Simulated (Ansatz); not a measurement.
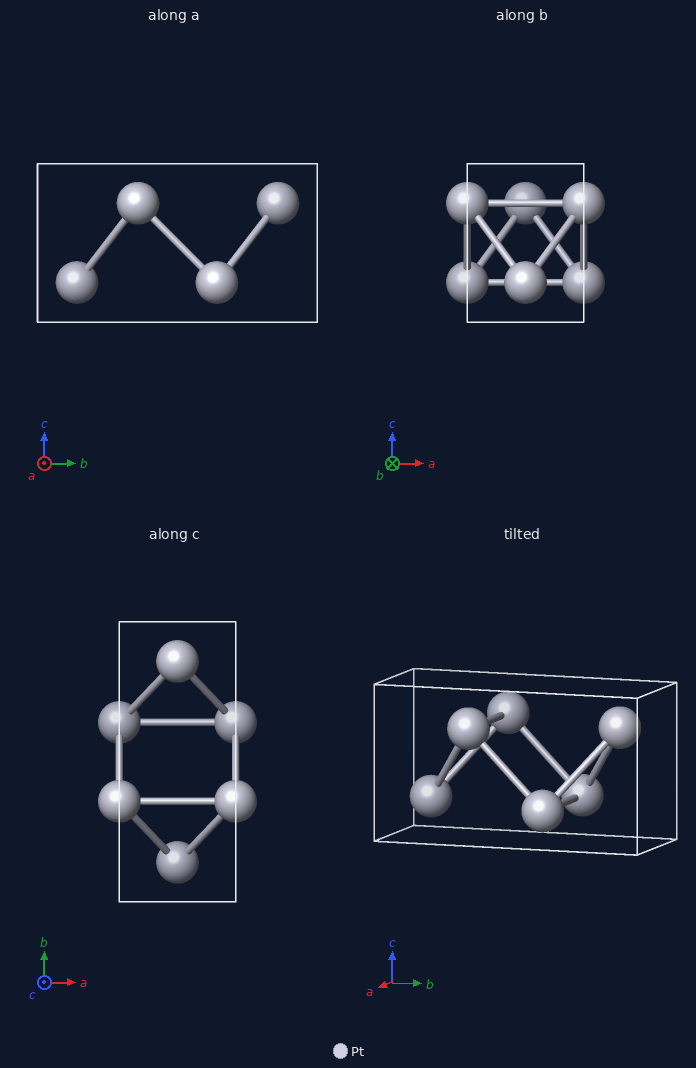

Ball-and-stick representation of a periodic structure, projected along the a axis, along the b axis, along the c axis and slightly off an axis. The lines enclose the conventional unit cell; boundary atoms appear with their images.

Lattice parameters: a = 2.655 Å, b = 6.392 Å, c = 3.621 Å, α = 90.00°, β = 90.00°, γ = 90.00°.

### Transcribe the picture into a table of Wyckoff sites, with free fractional coordinates to two decimals.

Space group Cmcm (No. 63).
```tsv
atom	site	x	y	z
Pt	4c	0.50	0.14	0.25
```

The cell started as a structure type filled with this element by a generator (whether the element takes this form wasn't checked). Earlier steps of the study may have refined or changed the cell and positions. A calculation with Ansatz used it as input.

At this level of theory the cell isn't at rest (compressed, at 23 GPa), so its distances can differ from those at equilibrium, the more so the softer the solid.
